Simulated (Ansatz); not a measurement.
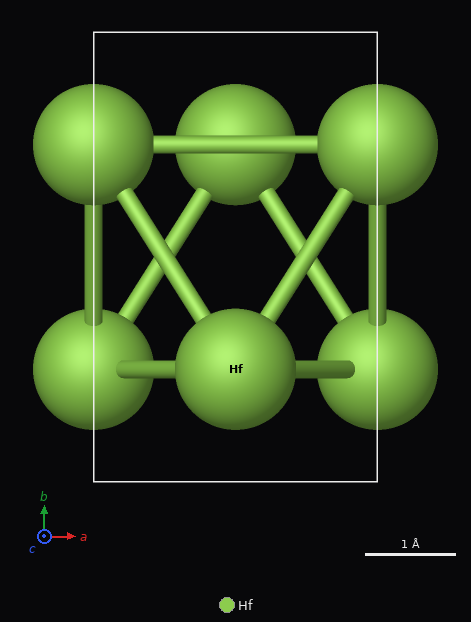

*The starting structure (ball-and-stick view of the cell of the calculation, along the c axis). An atom can appear more than once, as a periodic image.*

Near neighbours in the periodic cell (some may lie outside the picture): Hf has 12 Hf at 3.09 to 3.16 Å.

Run report: Hf, geometry relaxation

Hf (P6₃/mmc, 4 atoms in the cell), computed with DFT PBEsol, scalar-relativistic, plane waves, PAW, no spin polarisation (Ansatz 0.2.0).

The structure derives from an entry of the Crystallography Open Database. It belongs to a series of runs on one base structure; here: 4 of 4 Ti sites taken by Hf, cell and atoms relaxed.

Input
```yaml
crystal:
  lattice:
    - [-3.1587228419, 0.0, 0.0]
    - [0.0, 0.0, -5.0005365421]
    - [1.0e-10, -5.4710684491, 0.0]
  atoms:
    - { symbol: Hf, position: [0.5, 0.75, 0.1666666667] }
    - { symbol: Hf, position: [0.0, 0.75, 0.6666666667] }
    - { symbol: Hf, position: [0.0, 0.25, 0.3333333333] }
    - { symbol: Hf, position: [0.5, 0.25, 0.8333333333] }
basis:
  ecutwfc: 420
kpoints:
  mp_grid: { grid: [14, 10, 8] }
hamiltonian:
  xc: pbesol
scf:
  occupations: { method: gaussian, width: 0.1 }
output:
  forces: true
  stress: true
  eigenvalues: true
relax:
  adjacent_minimum: "off"
  f_tol: 0.015
  max_steps: 60
  cell: { stress_tol: 0.15 }
```

Command:
```bash
ansatz run input.yaml --threads 1 --pin off --max-ram 2560MiB --backend cpu --events-out ev --progress --plain --runs-dir out
```

What the program printed
```
Engine: ansatz 0.2.0, aarch64-unknown-linux-gnu
Pseudopotentials: kind: paw
Pseudopotential: Hf, paw, valence charge 26, recommended cutoff 420 eV (normal), Hf.paw.azcp
Functional definition: PBEsol
  exchange = pbesol_x
  correlation = pbesol_c
Crystal: 4 atoms, lattice volume = 86.417 Å³
Basis set: ecut = 420 eV, 1685 PW (Γ), exchange–correlation on 48×72×80 points (8 copies of the dense FFT grid, shifted against one another)
Bands: 63, of which v1, the nominal top of the filled ones, is band 52 counted from 1 (51 counted from 0)
Symmetry: 16 space group operations
Space group: P63/mmc (ITA 194), of the structure as read, at distance tolerance 4.4e-5 Å
k-points: 240 of 1120
Non-local potential: Hf, projectors of the file, l = 0: 3, l = 1: 2, l = 2: 2, l = 3: 3
PAW form: soft (Blöchl's): semilocal exchange-correlation on the pseudo side does not see the compensation charge
PAW frozen core: Hf, regenerated for the run's functional, and the local potential with it (the file was generated under x = pbe(κ = 0.804, μ = 0.2195149727645171), c = pbe(β = 0.06672455060314922))
PAW one-centre angular grid: Hf, 590 points (default); XC on 64 Gauss nodes
Initial density: superposition of atomic densities (neutral atoms: chi_scale 0, normalization atom), corrected by the library's trained network
Initial wavefunctions: pseudopotential atomic-orbital guess
Functional: x = pbesol(κ = 0.804, μ = 0.12345679012345678), c = pbesol(β = 0.046)
SCF iter   1: F=—  HF=-62392.109363 eV  |F-HF|=—  |Δ(HF+E_count)|=         —  Δρ=3.16e-3  dr2=3.95e-3  ethr=1.77e-3  ⟨swp⟩=4.6  Hψ=43524  notcnv=0  defer=27
preconditioner: auto → Kerker (q_TF=auto, 2.814 Å⁻¹)  [metal: Δε(μ)=0.014 eV  Ē_g=17.252 eV  σ=0.100 eV  W_gap=0.08  n_scr=38 (ndim 8)  ℏωp=39.1 eV  f_vac=0.000  D(μ)=2.56/eV (n_scr^D=16)]
SCF iter   2: F=—  HF=-62392.110375 eV  |F-HF|=—  |Δ(HF+E_count)|=   1.01e-3  Δρ=1.85e-3  dr2=1.26e-3  ethr=3.80e-6  ⟨swp⟩=2.0  Hψ=27738  notcnv=0  defer=53
SCF iter   3: F=—  HF=-62392.110744 eV  |F-HF|=—  |Δ(HF+E_count)|=   3.69e-4  Δρ=7.40e-4  dr2=3.31e-4  ethr=1.21e-6  ⟨swp⟩=2.0  Hψ=21116  notcnv=0  defer=53
SCF iter   4: F=—  HF=-62392.110667 eV  |F-HF|=—  |Δ(HF+E_count)|=   7.66e-5  Δρ=1.73e-4  dr2=1.69e-5  ethr=3.18e-7  ⟨swp⟩=2.0  Hψ=26455  notcnv=0  defer=53
SCF iter   5: F=—  HF=-62392.110665 eV  |F-HF|=—  |Δ(HF+E_count)|=   2.06e-6  Δρ=3.52e-5  dr2=5.96e-7  ethr=1.63e-8  ⟨swp⟩=2.0  Hψ=26719  notcnv=0  defer=53
SCF iter   6: F=-62392.110665 eV  HF=-62392.110665 eV  |F-HF|=1.70e-9  |Δ(HF+E_count)|=   1.49e-7  Δρ=6.63e-6  dr2=2.94e-8  ethr=9.62e-11  ⟨swp⟩=8.9  Hψ=69584  notcnv=0
SCF 1 converged in 6 iterations: F = -62392.110665 eV  dr2 = 2.94e-8
  greatest PAW one-centre occupation: 0.998 electrons in one spin orbital (limit 2), on the Hf atom at site 3 (counted from 0), in its partial waves of l = 0
relax step   1: F+E_penalty+E_count = -62392.11066512 eV  Δ(F+E_penalty+E_count) = +0.000e0 eV  max|allowed force component| = 6.096e-4 eV/Å  Δτ_max = 0.0000 Å  P = -0.001 GPa  Ω = 86.417 Å³  (6 SCF iters, dr2 threshold 1.00e-7 eV, accepted)
Initial density: handed on by an earlier stage of this run
Initial wavefunctions: pseudopotential atomic-orbital guess (no wavefunctions were taken with the density)
iter 1 solved again at ethr=2.64e-9 eV; its pass at ethr=3.10e-3 eV (dr2=2.75e-6 eV) is discarded
SCF iter   1: F=—  HF=-62392.110675 eV  |F-HF|=—  |Δ(HF+E_count)|=         —  Δρ=6.65e-6  dr2=2.93e-8  ethr=2.64e-9  ⟨swp⟩=4.1  Hψ=98871  notcnv=0
preconditioner: auto → Kerker (q_TF=auto, 2.814 Å⁻¹)  [metal: Δε(μ)=0.009 eV  Ē_g=17.282 eV  σ=0.100 eV  W_gap=0.05  n_scr=38 (ndim 8)  ℏωp=39.1 eV  f_vac=0.000  D(μ)=2.58/eV (n_scr^D=16)]
SCF iter   2: F=—  HF=-62392.110665 eV  |F-HF|=—  |Δ(HF+E_count)|=   9.66e-6  Δρ=4.24e-6  dr2=1.23e-8  ethr=2.82e-11  ⟨swp⟩=2.2  Hψ=27672  notcnv=0
SCF iter   3: F=—  HF=-62392.110665 eV  |F-HF|=—  |Δ(HF+E_count)|=   1.13e-8  Δρ=2.41e-6  dr2=3.01e-9  ethr=1.19e-11  ⟨swp⟩=2.0  Hψ=27621  notcnv=0
SCF iter   4: F=—  HF=-62392.110665 eV  |F-HF|=—  |Δ(HF+E_count)|=   1.62e-9  Δρ=8.30e-7  dr2=4.47e-10  ethr=2.90e-12  ⟨swp⟩=2.7  Hψ=30025  notcnv=0
SCF iter   5: F=-62392.110665 eV  HF=-62392.110665 eV  |F-HF|=0.00e0  |Δ(HF+E_count)|=  3.57e-10  Δρ=2.50e-7  dr2=5.52e-11  ethr=1.00e-12  ⟨swp⟩=5.1  Hψ=61529  notcnv=0
SCF 2 converged in 5 iterations: F = -62392.110665 eV  dr2 = 5.52e-11
relax step   2: F+E_penalty+E_count = -62392.11066514 eV  Δ(F+E_penalty+E_count) = -1.584e-8 eV  max|allowed force component| = 6.097e-4 eV/Å  Δτ_max = 0.0000 Å  P = -0.001 GPa  Ω = 86.417 Å³  stress off target by 7.16e-2 GPa  SCF on the basis re-selected at this cell (its energy is not comparable with the rows above)  (5 SCF iters)
```

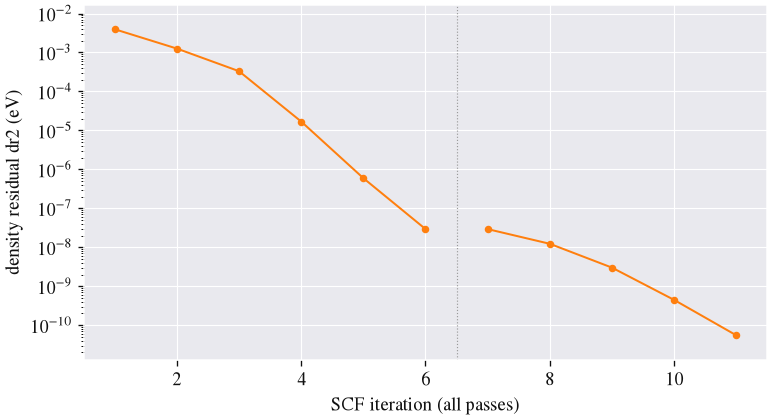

*Convergence of the self-consistent field: density residual dr2 against the SCF iteration. The dotted lines part the SCF passes of the relaxation: geometry steps, rejected trials and re-solves on a re-selected basis.*

The passes take 6 and 5 iterations.

```
basis re-selected at this cell: Δ(F+E_penalty+E_count) = -1.584e-8 eV, ΔP = +0.000 GPa vs the last step (what re-selecting the basis moved, of the pressure what is left beyond the Pulay correction that the steps carried, after the strain that the cell walked since its last selection, with what the two solves' SCF thresholds leave and, on support functions, any second-order correction that the steps lacked; it is no measure of the basis error at this ecutwfc). This SCF's stress stands 7.16e-2 GPa from its target on what of the cell is left free (relax.cell.stress_tol is 1.50e-1 GPa) and its largest allowed force component is 6.10e-4 eV/Å (relax.f_tol is 1.50e-2 eV/Å): within both
SCF converged after 5 iterations
Free energy (F): -62392.110665 eV
Harris-Foulkes:  -62392.110665 eV  (|F-HF|=0.00e0)
Internal energy: -62392.097759 eV  (E = F + TS)
E sigma→0 (E₀):  -62392.104212 eV
Entropy (-TS):   -0.012906 eV (-3.226 meV/atom)
Fermi energy:    20.522807 eV
--- Per-component energies (eV) ---
  E_band       = 217.945780
  E_kinetic    = 1702.708248
  E_local      = -19936.157842  (includes V_loc(G=0)·N_el)
  E_nonlocal   = -4954.275628
  E_hartree    = 9399.500417
  E_xc         = -1192.686838
  E_vxc        = -1066.015663  (∫ρ·V_xc dr)
  E_paw        = -27230.600085  (= ΣΔE_a)
  E_vpaw       = 5672.685247  (= ΣTr[D̂ρ^β])
  E_aug_tail   = -0.000005  (compensation charges beyond the density's cutoff)
  E_ewald      = -20185.590392
  E_core_change = 5.004366  (= ΣΔE_core)
  E_smearing   = -0.012906  (= −TS)
  E_closure    = -0.000000  (closes the sum)
  Σ components = -62392.110665   (vs F -62392.110665, Δ=0.00e0)
--- Forces (eV/Å), atoms counted from 1 ---
  atom   1  Hf    -0.00000000     0.00060973    -0.00000000
  atom   2  Hf    -0.00000000     0.00060973    -0.00000000
  atom   3  Hf     0.00000000    -0.00060973     0.00000000
  atom   4  Hf     0.00000000    -0.00060973     0.00000000
  max |Σ_I F_I| component: 6.94e-18 eV/Å
--- Stress (GPa, compression-positive) ---
        0.046489       0.000000      -0.000000
        0.000000       0.023168      -0.000000
       -0.000000      -0.000000      -0.071618
  P = ⅓ Tr σ = -0.0007 GPa (-0.007 kbar)
--- Band table (eV; the first three rows and the last of 240) ---
  k-point 0: bands = ["-41.2811", "-41.2104", "-41.1972", "-41.1829", "-10.4974", "-10.3077", "-10.1415", "-10.0828", "-9.8590", "-9.7656", "-9.6600", "-9.6597", "-9.6174", "-9.5167", "-9.5162", "-9.5160", "8.7477", "8.7488", "8.7621", "8.7758", "8.7856", "8.7876", "8.7877", "8.7891", "8.7894", "8.7895", "8.7936", "8.7948", "8.8016", "8.8016", "8.8071", "8.8094", "8.8104", "8.8183", "8.8184", "8.8186", "8.8317", "8.8318", "8.8322", "8.8492", "8.8517", "8.8543", "8.8773", "8.8813", "13.0159", "16.6849", "17.0991", "17.6274", "18.1679", "19.7872", "21.2698", "21.3036", "21.4192", "21.6793", "21.6794", "21.9663", "22.2358", "22.5379", "22.5379", "23.2032", "23.2034", "26.0261", "26.0262"]
  k-point 1: bands = ["-41.2787", "-41.2141", "-41.1964", "-41.1825", "-10.4859", "-10.2834", "-10.1196", "-10.1102", "-9.8519", "-9.7446", "-9.6845", "-9.6683", "-9.6132", "-9.5422", "-9.5219", "-9.5195", "8.7485", "8.7497", "8.7627", "8.7763", "8.7863", "8.7876", "8.7882", "8.7886", "8.7888", "8.7907", "8.7957", "8.7971", "8.8023", "8.8026", "8.8045", "8.8086", "8.8116", "8.8149", "8.8206", "8.8219", "8.8302", "8.8309", "8.8314", "8.8465", "8.8494", "8.8543", "8.8749", "8.8787", "13.1398", "16.8082", "16.8598", "17.7496", "18.2545", "19.7769", "21.1274", "21.3212", "21.3322", "21.4600", "21.7971", "22.1079", "22.2374", "22.4079", "22.6496", "23.0353", "23.0824", "26.1255", "26.2944"]
  k-point 2: bands = ["-41.2720", "-41.2234", "-41.1939", "-41.1824", "-10.4524", "-10.2140", "-10.1751", "-10.0568", "-9.8316", "-9.7551", "-9.6979", "-9.6916", "-9.6157", "-9.6014", "-9.5377", "-9.5292", "8.7504", "8.7521", "8.7647", "8.7776", "8.7836", "8.7839", "8.7872", "8.7912", "8.7941", "8.7953", "8.7979", "8.8015", "8.8033", "8.8041", "8.8056", "8.8065", "8.8127", "8.8145", "8.8237", "8.8258", "8.8264", "8.8273", "8.8304", "8.8390", "8.8430", "8.8545", "8.8684", "8.8720", "13.5006", "16.2994", "17.1559", "17.9693", "18.5093", "19.7882", "20.6635", "20.8065", "21.4729", "21.5808", "21.7359", "22.0358", "22.1464", "22.6491", "22.6977", "22.7814", "22.9796", "25.3944", "25.4225"]
  k-point 239: bands = ["-41.1967", "-41.1967", "-41.1967", "-41.1967", "-10.3855", "-10.3855", "-10.3855", "-10.3855", "-9.7549", "-9.7549", "-9.7549", "-9.7549", "-9.7394", "-9.7394", "-9.7394", "-9.7394", "8.7693", "8.7693", "8.7693", "8.7693", "8.7840", "8.7840", "8.7840", "8.7840", "8.7874", "8.7874", "8.7874", "8.7874", "8.8119", "8.8119", "8.8119", "8.8119", "8.8262", "8.8262", "8.8262", "8.8262", "8.8305", "8.8305", "8.8305", "8.8305", "8.8518", "8.8518", "8.8518", "8.8518", "16.9849", "16.9849", "16.9849", "16.9849", "19.4593", "19.4593", "19.4593", "19.4593", "21.8298", "21.8298", "21.8298", "21.8298", "23.2259", "23.2259", "23.2259", "23.2259", "26.8350", "26.8350", "26.8350"]
--- Relaxed structure (1 steps of the walk, 1 accepted, 1 SCFs on fresh bases) ---
  F+E_penalty+E_count = -62392.11066514 eV   max|allowed force component| = 6.097e-4 eV/Å   (the final SCF, on the basis selected at the relaxed cell)
  cell:  # Å, volume = 86.4172 Å³
    - [-3.1587228419, -2.8867513460004462e-11, 0.0]
    - [0.0, 0.0, -5.0005365421]
    - [5.000000000000001e-11, -5.4710684491, 0.0]
  atoms:
    - { symbol: Hf, position: [0.49999999999999994, 0.75, 0.16666666670000002] }
    - { symbol: Hf, position: [1.6155871338926322e-27, 0.75, 0.6666666667] }
    - { symbol: Hf, position: [8.077935669463161e-28, 0.25000000000000006, 0.33333333330000003] }
    - { symbol: Hf, position: [0.49999999999999994, 0.25000000000000006, 0.8333333333000001] }
```

Trajectory as extended XYZ (Å, eV, eV/Å), 2 frames, from step=1 to step=2
```
4
Lattice="-3.1587 0.0000 0.0000 0.0000 0.0000 -5.0005 0.0000 -5.4711 0.0000" Properties=species:S:1:pos:R:3:forces:R:3 step=1 energy=-62392.11067 pressure_GPa=-0.00
Hf   -1.5794   -0.9118   -3.7504    0.0000   0.0006   0.0000
Hf    0.0000   -3.6474   -3.7504    0.0000   0.0006   0.0000
Hf    0.0000   -1.8237   -1.2501    0.0000  -0.0006   0.0000
Hf   -1.5794   -4.5592   -1.2501    0.0000  -0.0006   0.0000
4
Lattice="-3.1587 0.0000 0.0000 0.0000 0.0000 -5.0005 0.0000 -5.4711 0.0000" Properties=species:S:1:pos:R:3:forces:R:3 step=2 energy=-62392.11067 pressure_GPa=-0.00
Hf   -1.5794   -0.9118   -3.7504    0.0000   0.0006   0.0000
Hf    0.0000   -3.6474   -3.7504    0.0000   0.0006   0.0000
Hf    0.0000   -1.8237   -1.2501    0.0000  -0.0006   0.0000
Hf   -1.5794   -4.5592   -1.2501    0.0000  -0.0006   0.0000
```

Key numbers

| quantity | value |
| --- | --- |
| outcome | converged |
| space group (tolerance 0.01 Å) | P6₃/mmc (194) |
| electrons treated | 104 |
| free energy | −62392.1107 eV |
| Fermi energy | 20.523 eV |
| gap on the k-point mesh | none (metallic) |
| pressure | 0.00 GPa |
| final volume | 86.42 Å³ |
| largest force (length of the vector) at the end | 0.001 eV/Å |
| final cell | a = 3.159 Å, b = 5.001 Å, c = 5.471 Å, α = 90.00°, β = 90.00°, γ = 90.00° |
| hardware | 1 thread of Arm Neoverse V1, 24 GiB of memory available, shared host |
| wall time | 2.7 min |
| peak memory | 1 GiB |

Remarks

Spin–orbit coupling is left out, which matters for Hf.
